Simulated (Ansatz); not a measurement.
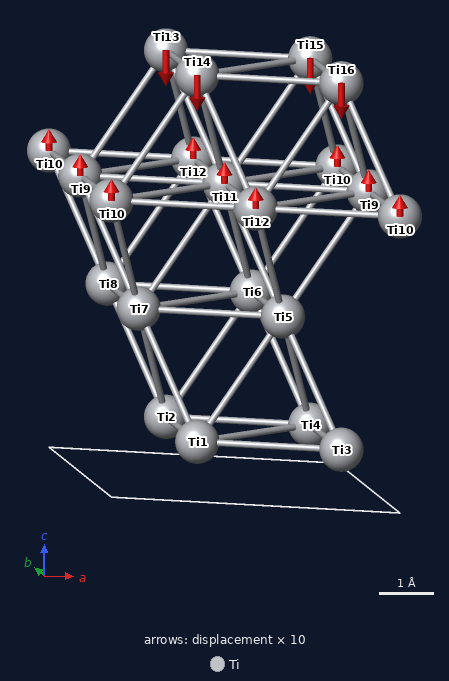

A constrained relaxation of a slab of composition Ti (cut from the Fm-3m phase). The starting structure is drawn; red arrows show the displacements, 10 times their true length.

The picture is a ball-and-stick view of the cell of the calculation, outlined in the plane, without the vacuum, seen slightly off an axis.

Case: clean slab, lower half held. The slab is the (1 1 1) face of Ti. 8 atoms are held fixed.

Method: Ansatz 0.2.0, DFT PBE+D3(BJ), scalar-relativistic, plane waves, PAW. (plane-wave cutoff 420 eV; k-point mesh 6 × 6 × 1; occupations gaussian; smearing width 0.1 eV; no spin polarisation; dipole correction; atoms relaxed in a fixed cell; force threshold 0.03 eV/Å; at most 70 steps)

**What happened in the run?**

The largest moves, 0.069 Å, are those of Ti13, Ti14, Ti15 and Ti16. Ti13 goes along the normal (−c). The lattice vectors keep their values. Among the contacts that change: Ti10–Ti14 2.855 → 2.766 Å, Ti5–Ti11 2.855 → 2.889 Å. After 3 geometry steps the energy has fallen by 86.8 meV per cell of the calculation. The largest force component goes from 0.42 to 0.011 eV/Å. The run took 65 s on 2 threads of Intel(R) Xeon(R) 6975P-C (Granite Rapids), with other jobs on the host, peak memory 1.4 GiB.
